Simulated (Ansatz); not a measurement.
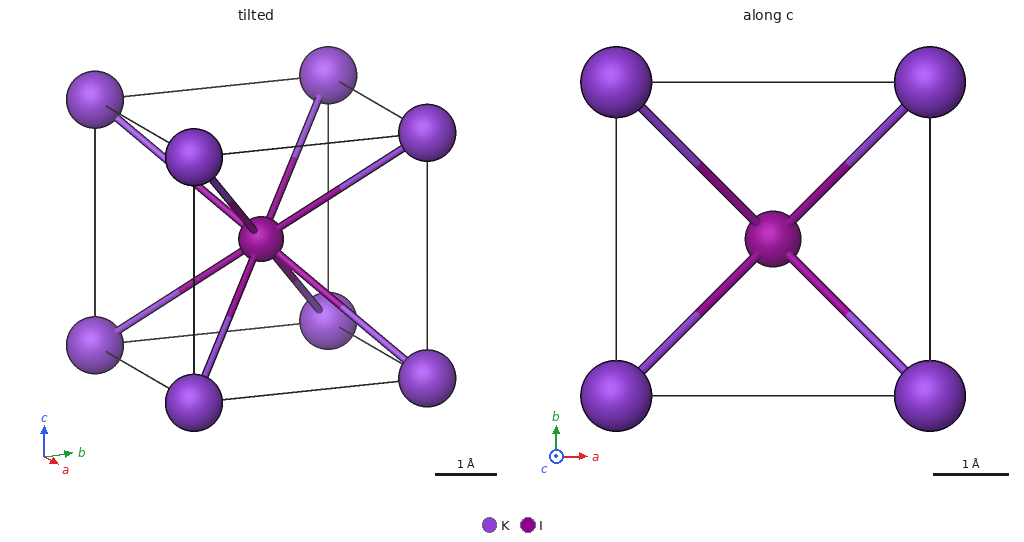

View slightly off an axis and along the c axis, drawn as a ball-and-stick model. Atoms at the boundary of the conventional unit cell (the box) are drawn once for each face, edge or corner they touch.

KI, caesium chloride (CsCl, B2) type, space group Pm-3m (No. 221), a = 4.210 Å, b = 4.210 Å, c = 4.210 Å, α = 90.00°, β = 90.00°, γ = 90.00°. The cell started as a structure type filled with these elements by a generator (whether the compound takes this form wasn't checked). The cell was then strained or its atoms displaced on purpose. It went into a calculation with Ansatz.

This one geometry was computed with Ansatz (DFT, plane waves, PAW) at three levels of theory: r2SCAN, PBE and HSE06. It was relaxed with r2SCAN and then strained.

Question: How does the band gap change with the level of theory?

Answer: PBE: a gap of 3.49 eV, indirect; r2SCAN: a gap of 4.22 eV, indirect; HSE06: a gap of 4.47 eV, indirect.

Question: Collect the results in a table.

Answer:
| level | cutoff (eV) | k-mesh of the run's cell | gap (eV) | pressure (GPa) |
| --- | --- | --- | --- | --- |
| r2SCAN | 500 | 6×6×6 | 4.22 | 1.0 |
| PBE | 420 | 6×6×6 | 3.49 | 1.4 |
| HSE06 | 420 | 4×4×4 | 4.47 | 1.2 |

Gaps are taken on the k-mesh or band path of each run.
